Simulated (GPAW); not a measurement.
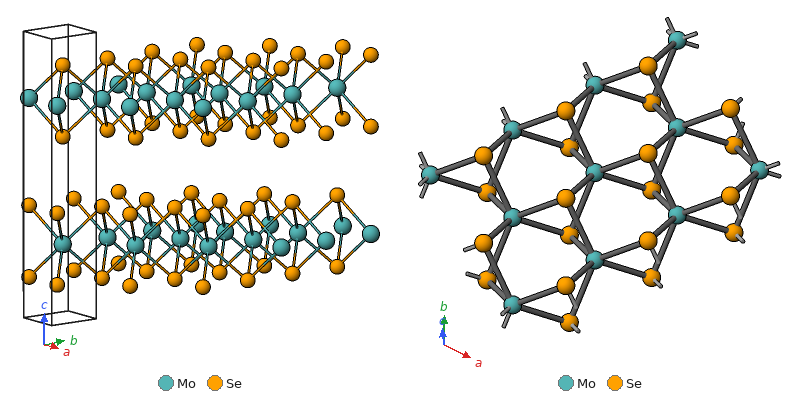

Left: the structure. Right: its underlying net. Nodes are coloured by element. One layer is drawn. Edges to nodes outside the piece are drawn as stubs.

The compound is MoSe2 (space group P6_3/mmc, No. 194), taken as an entry of the Crystallography Open Database, as set up for an electronic-structure calculation.

Bonds are taken as Mo–Se below 2.8 Å; no other contact counts. Simplification: prune 0- and 1-connected atoms, fold 2-connected ones into links.

The result is a binodal (3,6)-connected, two-periodic (layers) net: Se is a 3-connected node; Mo is a 6-connected node, in the ratio 2:1. It is the net of the trigonal-prismatic layers of 2H-MoS2. The layers lie parallel to (001).

```tsv
node	links	point symbol	coordination sequence
Se	3	4³	3 13 9 24 15 36 21 48
Mo	6	4³·6¹²	6 6 18 12 30 18 42 24
```
